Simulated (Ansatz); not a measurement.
Start from this file.

```
CELL_PARAMETERS angstrom
2.51214 0.00000 0.00000
-1.25607 2.17558 0.00000
0.00000 0.00000 8.36122
ATOMIC_POSITIONS crystal
B 0.00000 0.00000 0.00000
B 0.33333 0.66667 0.50000
N 0.33333 0.66667 0.00000
N 0.66667 0.33333 0.50000
```

### Work out the structure from the coordinates.

The compound is BN. Symmetry: P-6m2 (No. 187), primitive hexagonal lattice. Counting shared atoms by their share gives 2 B, 2 N, or 4 atoms. About every B there are three N in a trigonal planar arrangement at 1.45 Å. The N atoms are each bonded to three B in a trigonal planar arrangement at 1.45 Å. The bonds build BN layers parallel to (001).

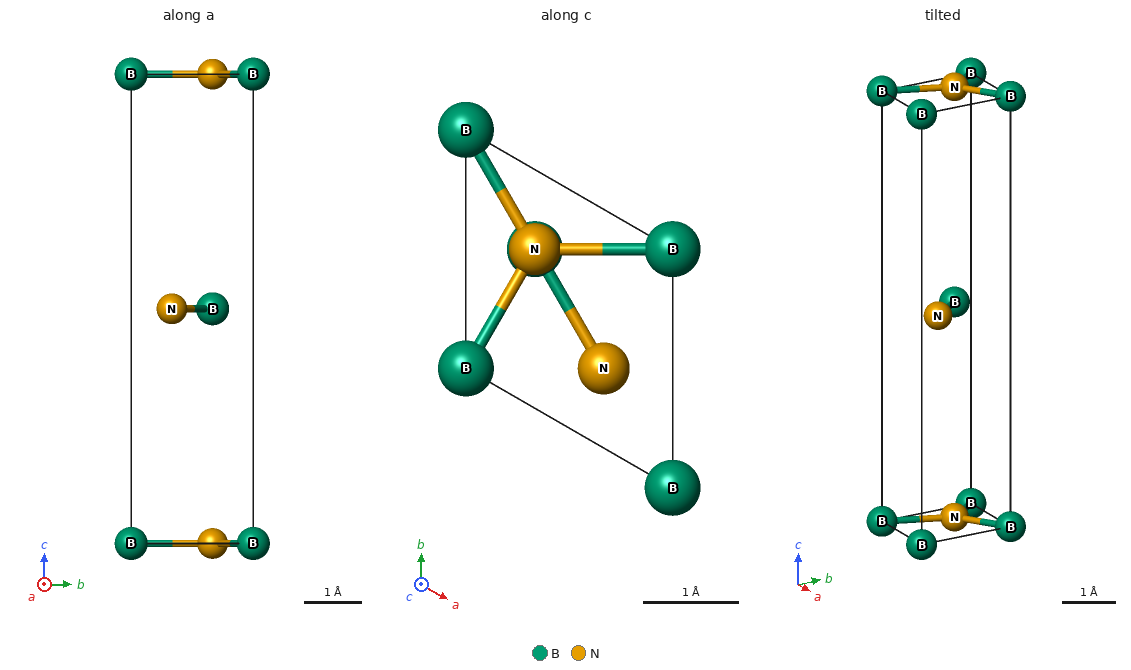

Ball-and-stick drawing of the structure, looking along the a axis, along the c axis and slightly off an axis. Atoms at the boundary of the conventional unit cell (the box) are drawn once for each face, edge or corner they touch.

Provenance: a structure listed in the Materials Project. The geometry was optimised with DFT PBE, scalar-relativistic, plane waves, PAW in Ansatz.
